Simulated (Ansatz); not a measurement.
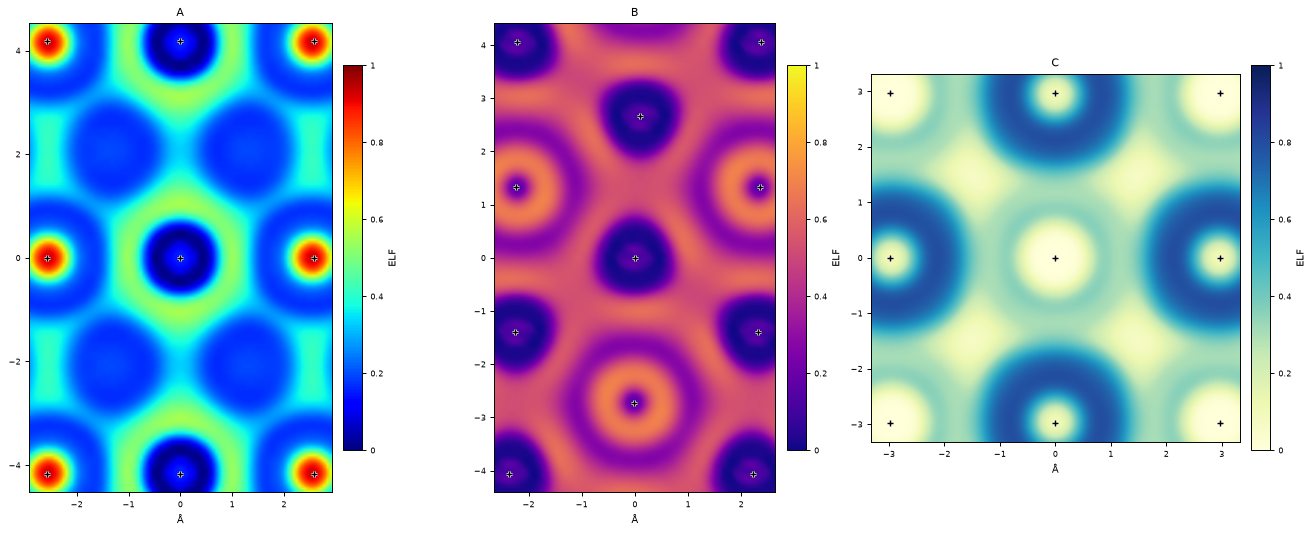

The electron localisation function of 3 systems, each on a plane through atoms (crosses mark nuclei in the plane).

The calculation used DFT PBEsol, scalar-relativistic, plane waves, PAW in Ansatz 0.2.0.

System 1: Al$_{2}$Ru, the (001) plane of the conventional cell. Space group P-1; a structure from a database of computed crystals, not necessarily the ambient phase; computed without spin polarisation.

System 2: SnSe, the (001) plane of the conventional cell. Space group Fm-3m.

```yaml
crystal:
  lattice:
    - [5.94551, 0.00000, 0.00000]
    - [0.00000, 5.94551, 0.00000]
    - [0.00000, 0.00000, 5.94551]
  atoms:
    - { symbol: Sn, position: [0.00000, 0.00000, 0.00000] }
    - { symbol: Sn, position: [0.50000, 0.50000, 0.00000] }
    - { symbol: Sn, position: [0.50000, 0.00000, 0.50000] }
    - { symbol: Sn, position: [0.00000, 0.50000, 0.50000] }
    - { symbol: Se, position: [0.50000, 0.00000, 0.00000] }
    - { symbol: Se, position: [0.00000, 0.50000, 0.00000] }
    - { symbol: Se, position: [0.00000, 0.00000, 0.50000] }
    - { symbol: Se, position: [0.50000, 0.50000, 0.50000] }
```

System 3: AlCu$_{3}$, the (010) plane of the conventional cell. Space group P6₃/mmc; a structure from a database of computed crystals, not necessarily the ambient phase; computed without spin polarisation.

> Which map belongs to which system?

Panel A is system 3, AlCu$_{3}$: the plane holds Al and Cu. Al–Cu (2.57 Å): the ELF is about 0.40 at the midpoint. Panel B is system 1, Al$_{2}$Ru: the plane holds Al and Ru. Al–Ru (2.62 Å): the ELF is about 0.40 at the midpoint. Panel C is system 2, SnSe: the plane holds Sn and Se. Sn–Se (2.97 Å): the ELF is about 0.40 at the midpoint.
